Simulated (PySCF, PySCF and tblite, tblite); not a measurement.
# N,N-dimethylacetamide (C₄H₉NO): conformers and averaged spectra

Which conformers does N,N-dimethylacetamide (C₄H₉NO) (`CC(=O)N(C)C`) populate, and what do their averaged NMR parameters look like?

Computed with tblite 0.8.0 (tight binding) and PySCF 2.14.0 (DFT, with response routines of our own); each step states its level. Atoms count from 0 throughout.

### 1 The molecule as given

15 atoms, charge 0, multiplicity 1; geometry from: MMFF94s geometry.

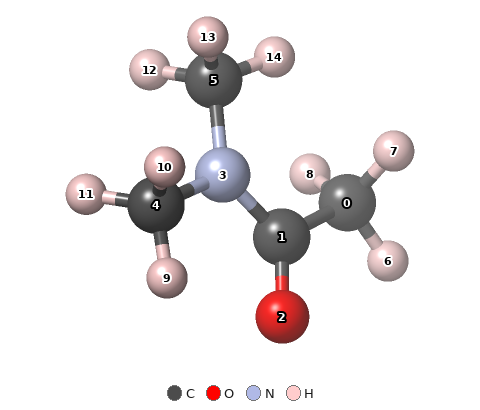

The starting geometry (carbon dark grey, oxygen red, nitrogen light blue, hydrogen pink), atoms numbered.

### 2 GFN2-xTB relaxation, conformer 1

What the job is given:

```
{"job": {"xc": "GFN2-xTB", "basis": "xTB", "kind": "relax"}, "charge": 0, "multiplicity": 1}
C      1.948100     0.504200    -0.163800
C      0.924500    -0.526600     0.268800
O      1.260700    -1.593100     0.747700
N     -0.382300    -0.202800     0.105200
C     -1.396000    -1.174000     0.450100
C     -0.897100     1.006800    -0.483300
H      2.935900     0.078200    -0.000200
H      1.857800     1.412700     0.430400
H      1.836300     0.745500    -1.219500
H     -0.898500    -2.058000     0.843200
H     -2.069100    -0.767100     1.208500
H     -1.979400    -1.445600    -0.433400
H     -1.284300     0.802800    -1.517900
H     -1.745800     1.380500     0.146000
H     -0.110000     1.788800    -0.530500
```

The run is started by

```console
$ OMP_NUM_THREADS=1 python ens_run.py task.json out
```

This one command runs the whole study; its stages follow in the order run.

What it wrote:

```text
step      E/eV     max force
  0    -548.38366    0.840
  1    -548.40836    0.470
  2    -548.41808    0.255
  3    -548.41911    0.147
  4    -548.41970    0.129
  5    -548.41981    0.068
  6    -548.41987    0.036
  7    -548.41996    0.016
  8    -548.41998    0.017
  9    -548.42001    0.012
 10    -548.42003    0.013
 11    -548.42005    0.015
 12    -548.42008    0.014
 13    -548.42010    0.012
 14    -548.42012    0.010
 15    -548.42014    0.016
 16    -548.42016    0.013
 17    -548.42017    0.009
 18    -548.42018    0.008
 19    -548.42019    0.006
 20    -548.42019    0.005
 21    -548.42019    0.005
 22    -548.42020    0.005
 23    -548.42020    0.008
 24    -548.42022    0.011
 25    -548.42023    0.011
 26    -548.42025    0.012
 27    -548.42028    0.016
 28    -548.42033    0.022
 29    -548.42040    0.026
 30    -548.42048    0.023
 31    -548.42054    0.022
 32    -548.42059    0.025
 33    -548.42066    0.031
 34    -548.42079    0.043
 35    -548.42101    0.054
 36    -548.42133    0.059
 37    -548.42007    0.224
 38    -548.42190    0.040
 39    -548.42214    0.032
 40    -548.42218    0.125
 41    -548.42262    0.023
 42    -548.42275    0.025
 43    -548.42288    0.098
 44    -548.42314    0.032
 45    -548.42330    0.033
 46    -548.42371    0.082
 47    -548.42399    0.023
 48    -548.42413    0.022
 49    -548.42422    0.045
 50    -548.42433    0.022
 51    -548.42442    0.019
 52    -548.42455    0.016
 53    -548.42459    0.016
 54    -548.42464    0.015
 55    -548.42473    0.019
 56    -548.42481    0.017
 57    -548.42486    0.017
 58    -548.42491    0.018
 59    -548.42498    0.019
 60    -548.42508    0.024
 61    -548.42516    0.019
 62    -548.42521    0.012
 63    -548.42522    0.011
 64    -548.42524    0.014
 65    -548.42526    0.012
 66    -548.42528    0.011
 67    -548.42529    0.012
 68    -548.42531    0.010
 69    -548.42532    0.011
 70    -548.42534    0.009
 71    -548.42535    0.010
 72    -548.42535    0.009
 73    -548.42536    0.009
 74    -548.42538    0.011
 75    -548.42540    0.013
 76    -548.42543    0.013
 77    -548.42545    0.011
 78    -548.42547    0.010
 79    -548.42548    0.007
 80    -548.42548    0.008
 81    -548.42549    0.009
 82    -548.42550    0.005
 83    -548.42550    0.003
```

Wall time 0.55 s (1 thread of Intel Xeon Platinum 8259CL at 2.50GHz, shared host).

Relaxing gained 0.042 eV and moved the atoms by 0.23 Å on average (rms).

### 3 DFT optimisation, start 1: PBE0-D3(BJ)/def2-SVP

What the job is given:

```
{"job": {"kind": "geom", "xc": "PBE0", "basis": "def2-SVP", "d3": "d3bj", "grid": 1, "maxiter": 40}, "charge": 0, "multiplicity": 1}
C      1.914030     0.482856    -0.231246
C      0.916395    -0.542860     0.261968
O      1.264744    -1.601921     0.747992
N     -0.391709    -0.205073     0.137929
C     -1.365665    -0.817627     1.012398
C     -0.909907     0.639826    -0.910050
H      2.908712     0.053313    -0.152310
H      1.870532     1.381298     0.380909
H      1.717567     0.750624    -1.266464
H     -0.829272    -1.449823     1.717268
H     -1.920518    -0.053314     1.560841
H     -2.066871    -1.428680     0.438803
H     -0.969633     0.107935    -1.865474
H     -1.912732     0.961798    -0.634522
H     -0.291664     1.527005    -1.042993
```

What it wrote:

```text
step      E/eV     max force
  0     -7817.46890   1.0937
  1     -7817.61394   0.4901
  2     -7817.65253   0.6781
  3     -7817.67250   1.6062
  4     -7817.67557   0.5878
  5     -7817.68281   1.1872
  6     -7817.64301   2.4571
  7     -7817.70911   0.2891
  8     -7817.71601   0.3538
  9     -7817.72215   0.4400
 10     -7817.72343   0.1814
 11     -7817.72259   0.2318
 12     -7817.72659   0.1035
 13     -7817.72740   0.0846
 14     -7817.72803   0.0663
 15     -7817.72935   0.0898
 16     -7817.73028   0.1051
 17     -7817.73090   0.1110
 18     -7817.73152   0.0552
 19     -7817.73210   0.0408
 20     -7817.73250   0.0534
 21     -7817.73293   0.0527
 22     -7817.73287   0.0722
 23     -7817.73298   0.0306
 24     -7817.73314   0.0215
```

Wall time 3.1 min (1 thread of Intel Xeon Platinum 8259CL at 2.50GHz, shared host); peak memory 0.5 GiB.

The energy fell by 0.264 eV, and the atoms moved 0.38 Å (root mean square).

### 4 Shieldings, conformer 1: WP04/pcSseg-1 in chloroform

What the job is given:

```
{"job": {"xc": "WP04", "basis": "pcSseg-1", "solvent": "chloroform", "kind": "nmr", "pop": true}, "charge": 0, "multiplicity": 1}
C      1.933004     0.435334    -0.324086
C      0.927218    -0.403195     0.436666
O      1.296520    -1.245551     1.233860
N     -0.402468    -0.176308     0.186372
C     -1.384169    -0.986207     0.862240
C     -0.916968     0.770880    -0.764421
H      2.928040     0.132684     0.020158
H      1.803102     1.511867    -0.140014
H      1.864576     0.265586    -1.409428
H     -0.857892    -1.664362     1.543832
H     -2.083844    -0.356750     1.438476
H     -1.972451    -1.579660     0.140633
H     -1.403481     0.265046    -1.619617
H     -1.673506     1.421826    -0.291233
H     -0.123671     1.414168    -1.158390
```

What it wrote:

```text
coarse grid: 12072 points
cycle   1  E = -294.2735126967  dE =  6.476e-01  |g| = 1.134e+00  |ddm| = 3.316e+00
cycle   2  E = -293.4709784705  dE =  8.025e-01  |g| = 2.233e+00  |ddm| = 2.954e+00
cycle   3  E = -294.4725983701  dE = -1.002e+00  |g| = 4.194e-01  |ddm| = 2.506e+00
cycle   4  E = -294.5084570338  dE = -3.586e-02  |g| = 1.454e-01  |ddm| = 3.840e-01
cycle   5  E = -294.5120210986  dE = -3.564e-03  |g| = 6.623e-02  |ddm| = 1.149e-01
cycle   6  E = -294.5129676917  dE = -9.466e-04  |g| = 8.182e-03  |ddm| = 4.664e-02
cycle   7  E = -294.5129804275  dE = -1.274e-05  |g| = 2.421e-03  |ddm| = 5.893e-03
cycle   8  E = -294.5129817220  dE = -1.295e-06  |g| = 5.223e-04  |ddm| = 2.239e-03
final grid: 115384 points
cycle   9  E = -294.5793368150  dE = -5.313e-05  |g| = 9.891e-03  |ddm| = 2.851e-02
cycle  10  E = -294.5792911903  dE =  4.562e-05  |g| = 1.792e-02  |ddm| = 1.844e-02
cycle  11  E = -294.5793566021  dE = -6.541e-05  |g| = 3.835e-03  |ddm| = 1.374e-02
cycle  12  E = -294.5793594311  dE = -2.829e-06  |g| = 2.351e-04  |ddm| = 2.538e-03
cycle  13  E = -294.5793594396  dE = -8.466e-09  |g| = 1.404e-04  |ddm| = 2.986e-04
cycle  14  E = -294.5793594435  dE = -3.884e-09  |g| = 3.298e-05  |ddm| = 1.179e-04
cycle  15  E = -294.5793594437  dE = -1.912e-10  |g| = 1.415e-05  |ddm| = 2.739e-05
converged SCF energy = -294.5793594437

GIAO shielding tensors (ppm)
atom      isotropic    diamagn.    paramagn.     s11        s22        s33       span
  0 C      147.680     251.099    -103.418    130.521    141.219    171.301     40.780
  1 C       -0.910     250.178    -251.088    -82.153      3.270     76.154    158.307
  2 O      -70.083     405.298    -475.381   -345.781   -163.051    298.582    644.363
  3 N      120.227     334.587    -214.360      0.551    153.879    206.251    205.699
  4 C      138.653     246.644    -107.990    111.581    134.225    170.154     58.572
  5 C      134.407     248.067    -113.660    115.311    119.184    168.726     53.415
  6 H       29.746      28.221       1.525     25.904     28.764     34.571      8.667
  7 H       29.346      30.583      -1.237     25.535     29.167     33.337      7.802
  8 H       29.440      30.543      -1.103     25.782     29.044     33.493      7.712
  9 H       27.259      30.918      -3.659     22.295     28.125     31.357      9.062
 10 H       29.434      29.705      -0.271     25.250     27.479     35.573     10.323
 11 H       29.420      29.755      -0.336     25.250     27.397     35.613     10.363
 12 H       28.836      30.585      -1.749     25.274     26.506     34.727      9.453
 13 H       28.903      30.471      -1.568     25.169     26.871     34.670      9.502
 14 H       28.406      32.498      -4.093     23.929     29.422     31.865      7.935
```

Wall time 30 s (1 thread of Intel Xeon Platinum 8259CL at 2.50GHz, shared host); peak memory 0.84 GiB.

This run: HOMO -8.09 eV, LUMO -1.48 eV; dipole 4.89 D.

The fields below are evaluated on a grid from the run's orbitals.

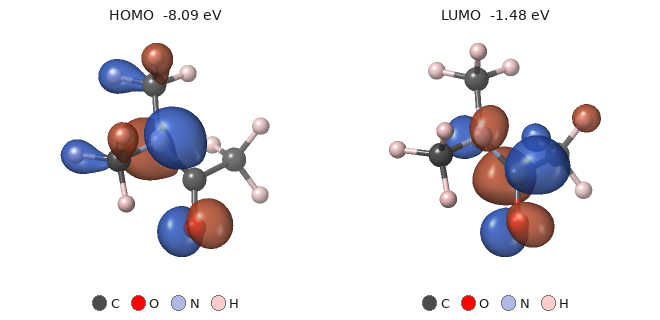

Frontier orbitals at WP04/pcSseg-1; each surface holds 70 % of the orbital's density, blue and red mark the sign.

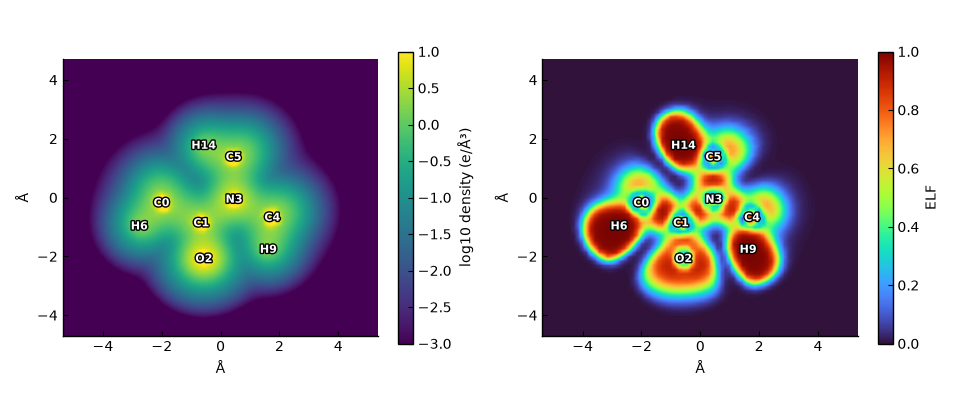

Density (left) and ELF (right) in a plane through or near 9 of the atoms.

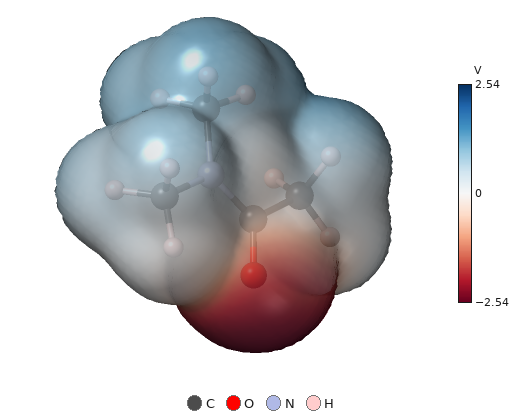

Electrostatic potential on the surface of density 0.002 e/bohr³; red is low, blue high. It runs, from the 1st to the 99th percentile, from -2.54 V near O2 to 1.30 V near H14.

### 5 Single-point energy, conformer 1: PBE0/def2-TZVP in chloroform

The job, as its differences from that of step 4:

```diff
@@ -1,2 +1,2 @@
-{"job": {"xc": "WP04", "basis": "pcSseg-1", "solvent": "chloroform", "kind": "nmr", "pop": true}, "charge": 0, "multiplicity": 1}
+{"job": {"xc": "PBE0", "basis": "def2-TZVP", "solvent": "chloroform", "kind": "sp"}, "charge": 0, "multiplicity": 1}
 C      1.933004     0.435334    -0.324086
```

What it wrote:

```text
coarse grid: 12072 points
cycle   1  E = -287.4897988729  dE =  7.111e-01  |g| = 8.311e-01  |ddm| = 2.714e+00
cycle   2  E = -287.1052980901  dE =  3.845e-01  |g| = 1.641e+00  |ddm| = 3.859e+00
cycle   3  E = -287.6158197479  dE = -5.105e-01  |g| = 1.700e-01  |ddm| = 3.267e+00
cycle   4  E = -287.6215644457  dE = -5.745e-03  |g| = 7.000e-02  |ddm| = 1.468e-01
cycle   5  E = -287.6225267568  dE = -9.623e-04  |g| = 2.168e-02  |ddm| = 4.499e-02
cycle   6  E = -287.6226225215  dE = -9.576e-05  |g| = 4.188e-03  |ddm| = 1.326e-02
cycle   7  E = -287.6226258665  dE = -3.345e-06  |g| = 8.506e-04  |ddm| = 3.727e-03
final grid: 115384 points
cycle   8  E = -287.6104635550  dE = -5.873e-05  |g| = 1.142e-02  |ddm| = 6.676e-02
cycle   9  E = -287.6104119472  dE =  5.161e-05  |g| = 1.999e-02  |ddm| = 2.051e-02
cycle  10  E = -287.6104887898  dE = -7.684e-05  |g| = 2.574e-03  |ddm| = 1.631e-02
cycle  11  E = -287.6104900752  dE = -1.285e-06  |g| = 2.320e-04  |ddm| = 2.201e-03
cycle  12  E = -287.6104900845  dE = -9.369e-09  |g| = 1.135e-04  |ddm| = 2.649e-04
cycle  13  E = -287.6104900870  dE = -2.402e-09  |g| = 3.214e-05  |ddm| = 1.281e-04
cycle  14  E = -287.6104900872  dE = -2.082e-10  |g| = 7.564e-06  |ddm| = 2.114e-05
converged SCF energy = -287.6104900872
```

Wall time 20 s (1 thread of Intel Xeon Platinum 8259CL at 2.50GHz, shared host); peak memory 0.92 GiB.

In short: HOMO -6.89 eV, LUMO 0.78 eV; dipole 4.75 D.

### 6 Couplings, conformer 1: B3LYP/pcSseg-1+pcJ-1

The job, as its differences from that of step 5:

```diff
@@ -1,2 +1,2 @@
-{"job": {"xc": "PBE0", "basis": "def2-TZVP", "solvent": "chloroform", "kind": "sp"}, "charge": 0, "multiplicity": 1}
+{"job": {"xc": "B3LYP", "basis": {"default": "pcSseg-1", "H": "pcJ-1"}, "nuclei": ["H", "F", "P", "Si", "B"], "kind": "j"}, "charge": 0, "multiplicity": 1}
 C      1.933004     0.435334    -0.324086
```

What it wrote:

```text
coarse grid: 12072 points
cycle   1  E = -287.6007279977  dE =  6.987e-01  |g| = 9.050e-01  |ddm| = 2.902e+00
cycle   2  E = -286.9191479384  dE =  6.816e-01  |g| = 2.029e+00  |ddm| = 3.157e+00
cycle   3  E = -287.7495510927  dE = -8.304e-01  |g| = 2.423e-01  |ddm| = 2.624e+00
cycle   4  E = -287.7612896750  dE = -1.174e-02  |g| = 1.054e-01  |ddm| = 2.593e-01
cycle   5  E = -287.7635501949  dE = -2.261e-03  |g| = 3.163e-02  |ddm| = 8.035e-02
cycle   6  E = -287.7637510204  dE = -2.008e-04  |g| = 7.158e-03  |ddm| = 2.280e-02
cycle   7  E = -287.7637613463  dE = -1.033e-05  |g| = 1.327e-03  |ddm| = 5.283e-03
cycle   8  E = -287.7637616753  dE = -3.289e-07  |g| = 4.852e-04  |ddm| = 1.530e-03
final grid: 115384 points
cycle   9  E = -287.8206671355  dE = -3.869e-05  |g| = 6.749e-03  |ddm| = 2.038e-02
cycle  10  E = -287.8206512952  dE =  1.584e-05  |g| = 1.102e-02  |ddm| = 1.235e-02
cycle  11  E = -287.8206764163  dE = -2.512e-05  |g| = 2.743e-03  |ddm| = 9.400e-03
cycle  12  E = -287.8206778505  dE = -1.434e-06  |g| = 1.513e-04  |ddm| = 2.143e-03
cycle  13  E = -287.8206778555  dE = -5.019e-09  |g| = 6.331e-05  |ddm| = 2.114e-04
cycle  14  E = -287.8206778563  dE = -8.115e-10  |g| = 2.435e-05  |ddm| = 6.650e-05
converged SCF energy = -287.8206778563

Indirect spin-spin couplings (Hz)
  i      j    bonds     total        FC       PSO       DSO        SD
  6 H    7 H    2    -14.350   -14.232     2.336    -2.454         -
  6 H    8 H    2    -14.562   -14.444     2.328    -2.446         -
  6 H   12 H    5     -0.246    -0.030     1.170    -1.386         -
  6 H   14 H    5     -0.204    -0.096     1.002    -1.110         -
  7 H    8 H    2    -17.255   -17.231     2.277    -2.301         -
  7 H   10 H    5      0.352     0.496     0.615    -0.759         -
  7 H   11 H    5      0.937     1.145     1.089    -1.298         -
  7 H   12 H    5     -0.449    -0.287     0.820    -0.982         -
  7 H   13 H    5      0.491     0.554     0.143    -0.207         -
  7 H   14 H    5     -0.262    -0.693    -2.170     2.601         -
  8 H    9 H    5     -0.161     0.060     0.977    -1.198         -
  8 H   10 H    5      0.979     1.186     1.097    -1.304         -
  8 H   11 H    5      0.579     0.714     0.549    -0.685         -
  8 H   12 H    5      0.385     0.386    -0.232     0.230         -
  8 H   13 H    5     -0.385    -0.208     0.971    -1.149         -
  8 H   14 H    5      0.244    -0.087    -1.730     2.061         -
  9 H   10 H    2    -14.358   -14.189     2.117    -2.286         -
  9 H   11 H    2    -14.468   -14.305     2.099    -2.262         -
  9 H   12 H    4     -0.349    -0.075     1.399    -1.673         -
  9 H   14 H    4      3.286     3.577     1.690    -1.981         -
 10 H   11 H    2    -11.790   -11.675     2.193    -2.308         -
 10 H   13 H    4     -0.310    -0.465    -1.129     1.284         -
 10 H   14 H    4     -0.161     0.109     1.328    -1.599         -
 11 H   12 H    4     -0.429    -0.538    -0.945     1.053         -
 11 H   13 H    4      0.355     0.500     0.418    -0.562         -
 11 H   14 H    4     -0.408    -0.123     1.447    -1.732         -
 12 H   13 H    2    -12.519   -12.391     2.132    -2.260         -
 12 H   14 H    2    -14.260   -14.110     2.069    -2.219         -
 13 H   14 H    2    -15.265   -15.107     2.045    -2.203         -
```

Wall time 23 s (1 thread of Intel Xeon Platinum 8259CL at 2.50GHz, shared host); peak memory 0.87 GiB.

In short: HOMO -6.65 eV, LUMO 0.60 eV; dipole 3.82 D.

### 7 Averages: properties at WP04/pcSseg-1 in chloroform

What the job is given:

```
{"job": {"study": "conf", "smiles": "CC(=O)N(C)C", "search": {"seed": 2479, "n_embed": 90, "ff_keep": 14, "window": 3.0, "nmax": 8, "temps": [250, 273.15, 298.15, 323.15, 373.15], "t_ref": 298.15, "order": 0.001, "geom": true}, "level": {"nmr": {"xc": "WP04", "basis": "pcSseg-1", "solvent": "chloroform"}, "sp": {"xc": "PBE0", "basis": "def2-TZVP", "solvent": "chloroform"}, "j": {"xc": "B3LYP", "basis": {"default": "pcSseg-1", "H": "pcJ-1"}, "nuclei": ["H", "F", "P", "Si", "B"], "top": 4}}, "kind": "conf"}, "charge": 0, "multiplicity": 1}
C      1.933004     0.435334    -0.324086
C      0.927218    -0.403195     0.436666
O      1.296520    -1.245551     1.233860
N     -0.402468    -0.176308     0.186372
C     -1.384169    -0.986207     0.862240
C     -0.916968     0.770880    -0.764421
H      2.928040     0.132684     0.020158
H      1.803102     1.511867    -0.140014
H      1.864576     0.265586    -1.409428
H     -0.857892    -1.664362     1.543832
H     -2.083844    -0.356750     1.438476
H     -1.972451    -1.579660     0.140633
H     -1.403481     0.265046    -1.619617
H     -1.673506     1.421826    -0.291233
H     -0.123671     1.414168    -1.158390
```

What it wrote:

```text
conformer  sym    E(xTB)   E(DFT)   G(298.15 K)  weight  dipole/D
    1     C1      0.000    0.000    0.000   1.0000    4.749

mean shielding (ppm) by class
class atoms           250 K   273.15 K   298.15 K   323.15 K   373.15 K
  0 C  0             147.68     147.68     147.68     147.68     147.68
  1 C  1              -0.91      -0.91      -0.91      -0.91      -0.91
  2 O  2            -70.083    -70.083    -70.083    -70.083    -70.083
  3 N  3            120.227    120.227    120.227    120.227    120.227
  4 C  4,5           136.53     136.53     136.53     136.53     136.53
  5 H  6,7,8         29.511     29.511     29.511     29.511     29.511
  6 H  9,10,11        28.71      28.71      28.71      28.71      28.71
```

Wall time 76 s (1 thread of Intel Xeon Platinum 8259CL at 2.50GHz, shared host). This counts the runs that the step sums up.

The search (ETKDG and KDG, MMFF94s, GFN2-xTB) embedded 90 structures, kept 1 distinct ones after the force field and 1 after xTB; 1 was carried on (window 3.0 kcal/mol at the search's own energies). Energies: PBE0/def2-TZVP in chloroform with D3(BJ).

The conformers at 298 K:

| no. | group | mirror pair | ΔE xTB | ΔE DFT | ΔG | weight (%) | μ (D) | O2–C1–N3–C4 (°) | A, B, C (GHz) |
| --- | --- | --- | --- | --- | --- | --- | --- | --- | --- |
| 1 | C1 | no | 0.00 | 0.00 | 0.00 | 100.0 | 4.75 | -2 | 4.94, 3.43, 2.11 |

Energies in kcal/mol. ΔG holds xTB vibrations and rotation, symmetry numbers and mirror pairs.

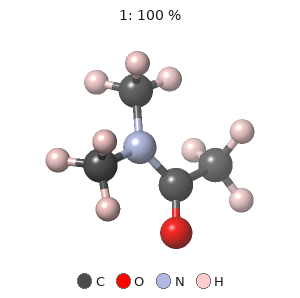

The one conformer.

Shifts against references run at the same level (13C TMS 173.1, 17O H2O 324.9, 1H TMS 31.55, 15N NH3 249.6 ppm of shielding), by class of atoms, at 298 K:

| atoms | environment | average | measured |
| --- | --- | --- | --- |
| C1 | amide carbonyl carbon | 174.0 | 171.1 |
| C4, C5 | methyl carbon bonded to N | 36.6 | – |
| C0 | methyl carbon α to a carbonyl | 25.4 | 21.5 |
| H9, H10, H11 and 3 more | hydrogen on a methyl carbon bonded to N | 2.84 | – |
| H6, H7, H8 | hydrogen on a methyl carbon α to a carbonyl | 2.04 | 2.09 |
| O2 | amide-type carbonyl oxygen | 395.0 | – |
| N3 | amide-type nitrogen | 129.4 | – |

Measured: solution, CDCl3, 298 K; Fulmer et al., Organometallics 2010, 29, 2176.

Couplings (Hz, B3LYP/pcSseg-1+pcJ-1; one pair named for each class, the eight largest averages at most for each number of bonds), from conformers that hold 100 % of the weight:

| pair | bonds | average |
| --- | --- | --- |
| H6–H7 | 2 | -15.4 |
| H9–H10 | 2 | -13.8 |

Effective distances for nuclear Overhauser effects, ⟨r⁻⁶⟩^(−1/6) as a mean over all pairs of two classes, so longer than the nearest pair where a class holds remote atoms (Å): H6···H9 3.12.

### 8 Summary of results

| quantity | value |
| --- | --- |
| conformers | 1; the first in weight is no. 1 (C1), 100 % at 298 K |
| root-mean-square dipole | 4.75 D |
| averaged 13C shifts (WP04/pcSseg-1 in chloroform) | 174.0, 36.6, 25.4 ppm |
| averaged 1H shifts (WP04/pcSseg-1 in chloroform) | 2.84, 2.04 ppm |

**Reading.** The search found one conformer in the window, so the averages are its own values. Against 1 measured 1H shift the average misses by 0.05 ppm. Against 2 measured 13C shifts the average misses by 3.4 ppm. Vibration is missing from the shifts, so part of that gap is not the functional's. Where an open-chain amide-type bond turns slowly on the NMR time scale, such averages don't hold.
